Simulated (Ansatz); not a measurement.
# PtTe$_{2}$: one change and its effect

System: PtTe$_{2}$ (P-3m1, 3 atoms in the cell).
Method of the first run: Kohn-Sham DFT of a periodic cell, RPBE, Ansatz PAW, no spin polarisation (Ansatz 0.2.0).

The structure derives from an entry of the Crystallography Open Database. Text and figures count atoms from 1; the logs count them from 0 in places.

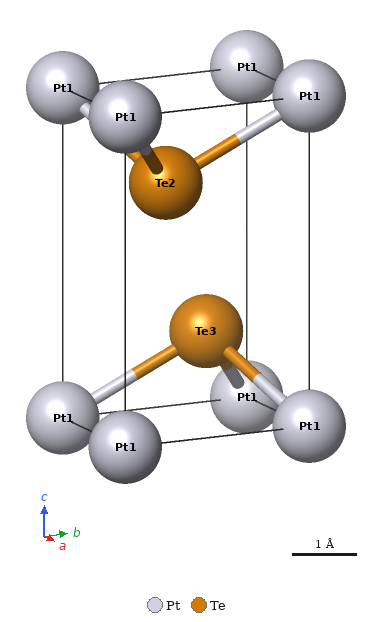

Figure 1. The starting structure (ball-and-stick view of the cell of the calculation, seen slightly off an axis; atoms are numbered from 1 in the order of the input). An atom can appear more than once, as a periodic image.

## Input file, the first run
```yaml
crystal:
  lattice:
    - [4.01, 0.0, 0.0]
    - [-2.005, 3.4727618692, 0.0]
    - [0.0, 0.0, 5.201]
  atoms:
    - { symbol: Pt, position: [0.0, 0.0, 0.0] }
    - { symbol: Te, position: [0.6666666667, 0.3333333333, 0.75] }
    - { symbol: Te, position: [0.3333333333, 0.6666666667, 0.25] }
hamiltonian:
  xc: rpbe
  pseudopotentials: { kind: paw }
kpoints:
  mp_grid: { grid: [8, 8, 5] }
scf:
  occupations: { method: fermi_dirac, width: 0.05 }
output:
  forces: true
  stress: true
relax:
  f_tol: 0.01
  max_steps: 40
  cell: { stress_tol: 0.05 }
```

Command:
```bash
ansatz run input.yaml --threads 2 --pin off --max-ram 5632MiB --backend cpu --events-out ev --progress --plain --runs-dir out
```

Hardware: 2 threads of AMD EPYC (Zen 4), 16 GiB of memory available, shared host.

## Output, shortened to warnings, some set-up lines, iterations and results (the first run)
```
Basis set: ecut = 420 eV, 1409 PW (Γ), exchange–correlation on 54×54×72 points (8 copies of the dense FFT grid, shifted against one another)
Symmetry: 12 space group operations
k-points: 40 of 320
Initial density: superposition of atomic densities (neutral atoms: chi_scale 0, normalization atom), corrected by the library's trained network
[...]
SCF iter   1: F=—  HF=-26515.325205 eV  |F-HF|=—  |Δ(HF+E_count)|=         —  Δρ=2.19e-3  dr2=5.02e-3  ethr=1.77e-3  ⟨swp⟩=6.5  Hψ=5258  notcnv=0
SCF iter   2: F=—  HF=-26515.326492 eV  |F-HF|=—  |Δ(HF+E_count)|=   1.29e-3  Δρ=1.65e-3  dr2=3.05e-3  ethr=1.00e-5  ⟨swp⟩=2.0  Hψ=2556  notcnv=0  defer=5
SCF iter   3: F=—  HF=-26515.325557 eV  |F-HF|=—  |Δ(HF+E_count)|=   9.35e-4  Δρ=3.76e-4  dr2=1.67e-4  ethr=6.10e-6  ⟨swp⟩=2.0  Hψ=2099  notcnv=0  defer=5
SCF iter   4: F=—  HF=-26515.325569 eV  |F-HF|=—  |Δ(HF+E_count)|=   1.14e-5  Δρ=9.21e-5  dr2=6.11e-6  ethr=3.33e-7  ⟨swp⟩=2.0  Hψ=2037  notcnv=0  defer=5
SCF iter   5: F=—  HF=-26515.325548 eV  |F-HF|=—  |Δ(HF+E_count)|=   2.03e-5  Δρ=2.42e-5  dr2=3.75e-7  ethr=1.22e-8  ⟨swp⟩=2.0  Hψ=2006  notcnv=0  defer=5
[... 316 lines ...]
SCF iter   8: F=—  HF=-26515.664627 eV  |F-HF|=—  |Δ(HF+E_count)|=   1.69e-7  Δρ=5.16e-7  dr2=2.24e-9  ethr=2.46e-10  ⟨swp⟩=2.4  Hψ=1592  notcnv=0
SCF iter   9: F=—  HF=-26515.664627 eV  |F-HF|=—  |Δ(HF+E_count)|=   2.40e-9  Δρ=1.22e-7  dr2=1.27e-10  ethr=4.48e-12  ⟨swp⟩=2.8  Hψ=1685  notcnv=0
SCF iter  10: F=-26515.664627 eV  HF=-26515.664627 eV  |F-HF|=2.55e-11  |Δ(HF+E_count)|=  1.75e-10  Δρ=3.72e-8  dr2=1.37e-11  ethr=1.00e-12  ⟨swp⟩=6.9  Hψ=5101  notcnv=0
SCF 38 converged in 10 iterations: F = -26515.664627 eV  dr2 = 1.37e-11
relax step  38: F+E_penalty+E_count = -26515.66462691 eV  Δ(F+E_penalty+E_count) = -1.047e-3 eV  max|allowed force component| = 9.509e-3 eV/Å  Δτ_max = 0.0000 Å  P = -0.019 …
basis re-selected at this cell: Δ(F+E_penalty+E_count) = -1.047e-3 eV, ΔP = -0.007 GPa vs the last step (what re-selecting the basis moved, of the pressure what is left beyond the Pulay correction that the steps carried, after the strain that the cell walked since its last selection, with what the …
SCF converged after 10 iterations
Free energy (F): -26515.664627 eV
Harris-Foulkes:  -26515.664627 eV  (|F-HF|=2.55e-11)
Internal energy: -26515.664584 eV  (E = F + TS)
E sigma→0 (E₀):  -26515.664605 eV
Entropy (-TS):   -0.000043 eV (-0.014 meV/atom)
Fermi energy:    6.272158 eV
--- Per-component energies (eV) ---
  E_band       = -1056.550718
  E_kinetic    = 996.755901
  E_local      = -10453.002584  (includes V_loc(G=0)·N_el)
  E_nonlocal   = -424.490048
  E_hartree    = 5190.454934
  E_xc         = -510.299086
  E_vxc        = -509.726662  (∫ρ·V_xc dr)
  E_paw        = -18810.213049  (= ΣΔE_a)
  E_vpaw       = -1046.997487  (= ΣTr[D̂ρ^β])
  E_aug_tail   = -0.000103  (compensation charges beyond the density's cutoff)
  E_ewald      = -2504.755259
  E_core_change = -0.115290  (= ΣΔE_core)
  E_smearing   = -0.000043  (= −TS)
  E_closure    = -0.000000  (closes the sum)
  Σ components = -26515.664627   (vs F -26515.664627, Δ=0.00e0)
--- Forces (eV/Å), atoms counted from 1 ---
  atom   1  Pt    -0.00000000     0.00000000     0.00000000
  atom   2  Te     0.00000000     0.00000000     0.00950876
  atom   3  Te     0.00000000    -0.00000000    -0.00950876
  max |Σ_I F_I| component: 9.04e-21 eV/Å
--- Stress (GPa, compression-positive) ---
       -0.011132       0.000000      -0.000000
        0.000000      -0.011132       0.000000
        0.000000       0.000000      -0.033306
  P = ⅓ Tr σ = -0.0185 GPa (-0.185 kbar)
--- Relaxed structure (33 steps of the walk, 31 accepted, 5 SCFs on fresh bases) ---
  F+E_penalty+E_count = -26515.66462691 eV   max|allowed force component| = 9.509e-3 eV/Å   (the final SCF, on the basis selected at the relaxed cell)
  cell:  # Å, volume = 124.6621 Å³
    - [4.056368329807142, 5.924351471898424e-32, -2.6185490689877773e-32]
    - [-2.028184164903571, 3.512918020719639, 8.914342133818351e-17]
    - [6.832605910175752e-32, 1.3350611180499003e-16, 8.748408381623207]
  atoms:
    - { symbol: Pt, position: [3.1341110116132655e-33, -1.2951069748638043e-34, 3.0574181624919693e-19] }
[...]
```

The second run used a changed input.

## The two runs side by side

```tsv
quantity	the first run	the second run
outcome	converged	converged
free energy per atom (eV)	−8838.5549	−8835.4988
energy per atom, smearing taken to zero (eV)	−8838.5549	−8835.4972
pressure (GPa)	−0.02	0.00
volume per atom (Å³)	41.55	27.10
largest force (eV/Å)	0.010	0.002
SCF iterations	250	53
irreducible k-points	40	40
wall time (shared host)	50 s	9.5 s
```

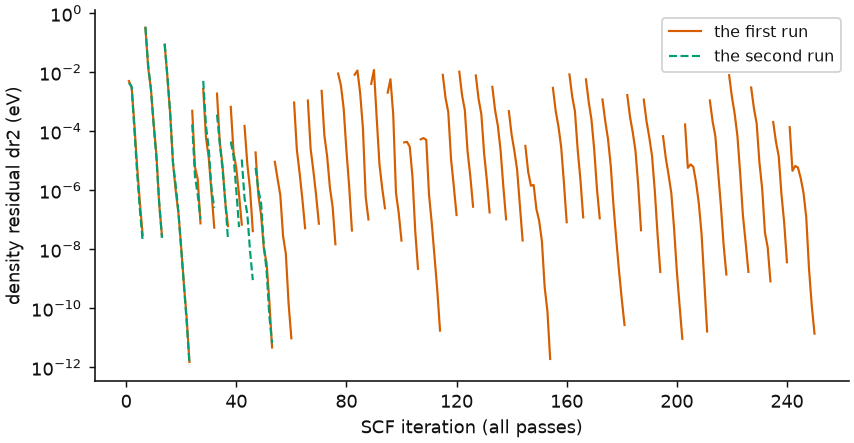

Figure 2. Convergence of the two runs: density residual dr2 against the SCF iteration. A break in a curve parts two SCF passes. The first run takes 250 iterations in all, and the second run takes 53.

Which change of the input explains these differences?

The change (lines with − go, lines with + come):
```diff
-  xc: rpbe
+  xc: revpbe
```

The total energies belong to different methods, so their difference says nothing on which is more stable or more accurate. The volume per atom goes from 41.55 to 27.10 Å³. The functional changes from RPBE to revPBE. The SCF takes 53 iterations over all geometry steps against 250. On the same kind of shared host the second run took about 0.19 times as long.

## Output, shortened to warnings, some set-up lines, iterations and results (the second run)
```
Basis set: ecut = 420 eV, 1409 PW (Γ), exchange–correlation on 54×54×72 points (8 copies of the dense FFT grid, shifted against one another)
Symmetry: 12 space group operations
k-points: 40 of 320
Initial density: superposition of atomic densities (neutral atoms: chi_scale 0, normalization atom), corrected by the library's trained network
[...]
SCF iter   1: F=—  HF=-26506.283149 eV  |F-HF|=—  |Δ(HF+E_count)|=         —  Δρ=2.06e-3  dr2=4.34e-3  ethr=1.77e-3  ⟨swp⟩=6.5  Hψ=5265  notcnv=0
SCF iter   2: F=—  HF=-26506.284435 eV  |F-HF|=—  |Δ(HF+E_count)|=   1.29e-3  Δρ=1.67e-3  dr2=3.25e-3  ethr=8.67e-6  ⟨swp⟩=2.0  Hψ=2557  notcnv=0  defer=5
SCF iter   3: F=—  HF=-26506.283419 eV  |F-HF|=—  |Δ(HF+E_count)|=   1.02e-3  Δρ=3.19e-4  dr2=1.08e-4  ethr=6.50e-6  ⟨swp⟩=2.0  Hψ=2101  notcnv=0  defer=5
SCF iter   4: F=—  HF=-26506.283444 eV  |F-HF|=—  |Δ(HF+E_count)|=   2.51e-5  Δρ=7.45e-5  dr2=3.68e-6  ethr=2.17e-7  ⟨swp⟩=2.0  Hψ=2037  notcnv=0  defer=5
SCF iter   5: F=—  HF=-26506.283425 eV  |F-HF|=—  |Δ(HF+E_count)|=   1.94e-5  Δρ=1.96e-5  dr2=2.11e-7  ethr=7.36e-9  ⟨swp⟩=2.0  Hψ=2029  notcnv=0  defer=5
[... 61 lines ...]
SCF iter   5: F=—  HF=-26506.496364 eV  |F-HF|=—  |Δ(HF+E_count)|=   3.95e-8  Δρ=1.51e-6  dr2=1.95e-9  ethr=2.61e-11  ⟨swp⟩=2.0  Hψ=2052  notcnv=0
SCF iter   6: F=—  HF=-26506.496364 eV  |F-HF|=—  |Δ(HF+E_count)|=   2.55e-9  Δρ=2.43e-7  dr2=5.55e-11  ethr=3.91e-12  ⟨swp⟩=2.0  Hψ=2047  notcnv=0
SCF iter   7: F=-26506.496364 eV  HF=-26506.496364 eV  |F-HF|=7.28e-12  |Δ(HF+E_count)|=  1.24e-10  Δρ=8.39e-8  dr2=6.45e-12  ethr=1.00e-12  ⟨swp⟩=6.9  Hψ=5323  notcnv=0
SCF 9 converged in 7 iterations: F = -26506.496364 eV  dr2 = 6.45e-12
relax step   9: F+E_penalty+E_count = -26506.49636403 eV  Δ(F+E_penalty+E_count) = -2.049e-3 eV  max|allowed force component| = 1.546e-3 eV/Å  Δτ_max = 0.0000 Å  P = -0.000 …
basis re-selected at this cell: Δ(F+E_penalty+E_count) = -2.049e-3 eV, ΔP = +0.003 GPa vs the last step (what re-selecting the basis moved, of the pressure what is left beyond the Pulay correction that the steps carried, after the strain that the cell walked since its last selection, with what the …
SCF converged after 7 iterations
Free energy (F): -26506.496364 eV
Harris-Foulkes:  -26506.496364 eV  (|F-HF|=7.28e-12)
Internal energy: -26506.486792 eV  (E = F + TS)
E sigma→0 (E₀):  -26506.491578 eV
Entropy (-TS):   -0.009572 eV (-3.191 meV/atom)
Fermi energy:    12.044943 eV
--- Per-component energies (eV) ---
  E_band       = -778.181704
  E_kinetic    = 997.473794
  E_local      = -4990.329240  (includes V_loc(G=0)·N_el)
  E_nonlocal   = -423.526070
  E_hartree    = 2598.067339
  E_xc         = -510.482775
  E_vxc        = -510.494233  (∫ρ·V_xc dr)
  E_paw        = -18801.161933  (= ΣΔE_a)
  E_vpaw       = -1047.440691  (= ΣTr[D̂ρ^β])
  E_aug_tail   = -0.000148  (compensation charges beyond the density's cutoff)
  E_ewald      = -5376.445104
  E_core_change = -0.082655  (= ΣΔE_core)
  E_smearing   = -0.009572  (= −TS)
  E_closure    = 0.000000  (closes the sum)
  Σ components = -26506.496364   (vs F -26506.496364, Δ=0.00e0)
--- Forces (eV/Å), atoms counted from 1 ---
  atom   1  Pt     0.00000000     0.00000000     0.00000000
  atom   2  Te    -0.00000000    -0.00000000     0.00154642
  atom   3  Te    -0.00000000     0.00000000    -0.00154642
  max |Σ_I F_I| component: 2.17e-19 eV/Å
--- Stress (GPa, compression-positive) ---
       -0.014837      -0.000000      -0.000000
       -0.000000      -0.014837       0.000000
        0.000000       0.000000       0.029331
  P = ⅓ Tr σ = -0.0001 GPa (-0.001 kbar)
--- Relaxed structure (8 steps of the walk, 7 accepted, 1 SCFs on fresh bases) ---
  F+E_penalty+E_count = -26506.49636403 eV   max|allowed force component| = 1.546e-3 eV/Å   (the final SCF, on the basis selected at the relaxed cell)
  cell:  # Å, volume = 81.2885 Å³
    - [4.101367265767761, 3.952478647965982e-32, 1.51307670259907e-32]
    - [-2.0506836328838807, 3.5518882424048046, 1.2295679908293045e-17]
[...]
```

For both runs: Points of doubt noted for this run: forces on files of another functional. Spin–orbit coupling is left out, which matters for Pt.
